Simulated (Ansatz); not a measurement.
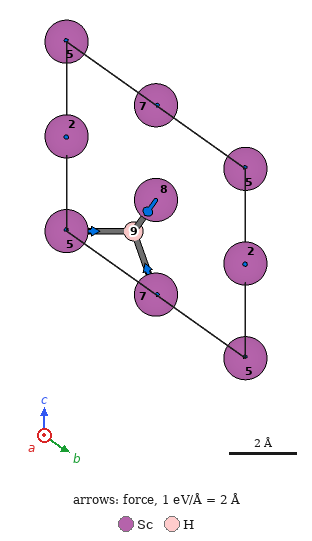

Starting geometry of crystalline Sc8H (set up in I-4m2) (coarse preliminary run) with the computed forces as blue arrows. Style: ball-and-stick. Shown: the cell of the calculation, along the a axis.

Case: 1 H put on empty site 2 of 8 host cells, relaxed.

These are results of DFT r2SCAN, scalar-relativistic, plane waves, PAW in Ansatz, not measurements. Settings: plane-wave cutoff 500 eV; k-point mesh 4 × 4 × 4; occupations gaussian; smearing width 0.1 eV; no spin polarisation; cell and atoms relaxed; force threshold 0.0325 eV/Å; at most 70 steps.

Question: Is this structure relaxed? If not, where do the atoms go?

Answer: It isn't relaxed: the largest force vector, on Sc atoms, is 0.51 eV/Å. The atoms end up moving mostly along the starting forces (cosine between the two patterns 1.00). Over 1 accepted move (3 points after the start) the energy falls by 5.9 meV per atom. Largest force component: 0.42 eV/Å at the start, 0.021 eV/Å at the end. Pressure: 0.82 GPa at the start and 0.03 GPa at the end. The line search rejected the trial step at point 1 of the run. At 1 point the geometry stayed and the basis and grid were re-selected for the new cell (energy shift of 0.2 meV per atom at most each time). The largest moves relative to the cell, 0.041 Å, are those of Sc atoms. H stays in place. Cell: a = b = c 6.585 → 6.617 Å (+0.5 %), α 120.3° → 120.2°, β 120.3° → 120.2°, γ 89.4° → 89.6°. Volume +1.6 %. Among the contacts that change: Sc–Sc 3.275 → 3.362 Å, Sc–Sc 3.292 → 3.376 Å, Sc–Sc 3.292 → 3.240 Å, Sc–Sc 3.275 → 3.231 Å. The space group stays I-4m2 (No. 119). Cost: 49 s on 2 threads of Arm Neoverse V2, on a shared host, peak memory 0.97 GiB.
